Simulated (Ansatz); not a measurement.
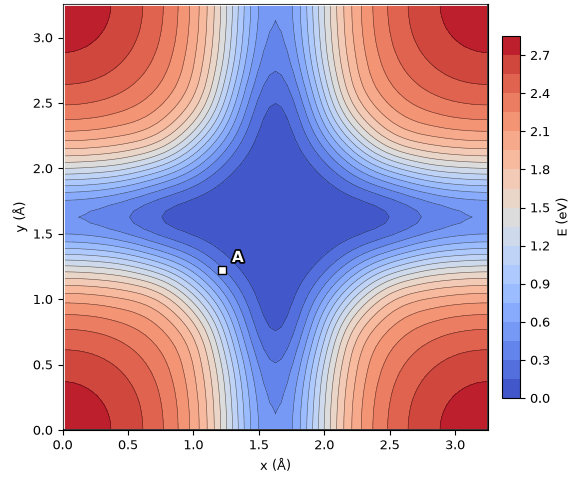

O on a Ti(100) slab cut from the Im-3m phase, its upper half relaxed before the scan (4 atoms of substrate and one adsorbate in a 1 × 1 cell). O is moved over the surface cell; relaxed at each place: the height of the adsorbate's atoms; substrate rigid; the origin of the map has the adsorbate above Ti4. Places are given modulo a cell vector. The map is drawn in real space over the plane of the surface. The scan uses an 8 × 8 grid; 15 points were computed and 49 follow by symmetry. All energies are given in eV relative to the lowest grid point. With one adsorbate in each 1 × 1 cell, its nearest image is 3.3 Å away, so neighbouring adsorbates interact. The runs have no spin polarisation; a magnetic state may lie lower. These are results of DFT PBE, scalar-relativistic, plane waves, PAW (Ansatz), not measurements. Settings: cutoff 420 eV, k-mesh 8×8×1, gaussian smearing 0.1 eV, no spin polarisation.

Drawn: filled contours, the outline of one cell of the plane, the point A. Between grid points the surface is interpolated.

### Which way does the force act at A, and how strong is it?

A, at (3/8, 3/8) of the cell vectors, is not a stationary point. The computed force is 2.2 eV/Å in the plane, pointing up and right in the picture (components 1.5 and 1.5 eV/Å).

PAW datasets: the set soft_1.
